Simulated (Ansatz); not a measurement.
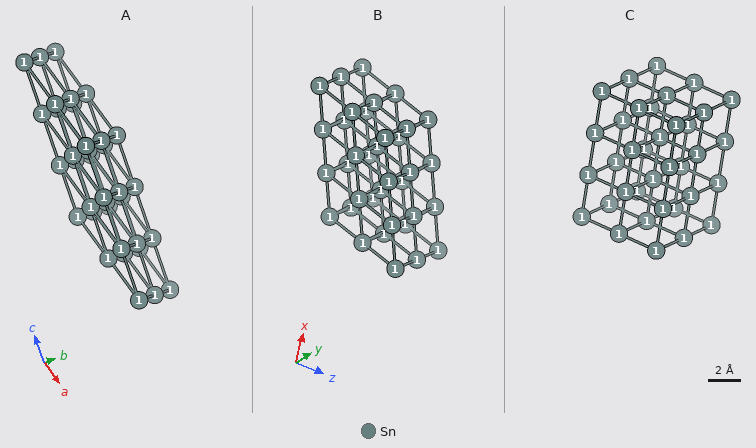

A scan of crystalline Sn (Im-3m) along one coordinate. x, y and z are the Cartesian axes of the input. The picture is a ball-and-stick view of the cell of the calculation, repeated 2 × 2 × 3 with one cell outlined, seen slightly off an axis.

These are results of DFT PBEsol, scalar-relativistic, plane waves, PAW in Ansatz, not measurements. (plane-wave cutoff 420 eV; k-point mesh 24 × 24 × 24; occupations gaussian; smearing width 0.15 eV; no spin polarisation). Energies (free energies at the smearing named) are counted from the relaxed crystal.

**What is being scanned?**

The ratio of the cell's length along [111] to its lengths across, counted as 1 for the reference, is changed at fixed volume (a trigonal path), with the atoms kept at their fractional coordinates. In the frames the relative ratio is 0.50 (A), 1.20 (B), 2.00 (C). Their energies are 4708 meV/atom, 46 meV/atom, 30 meV/atom.
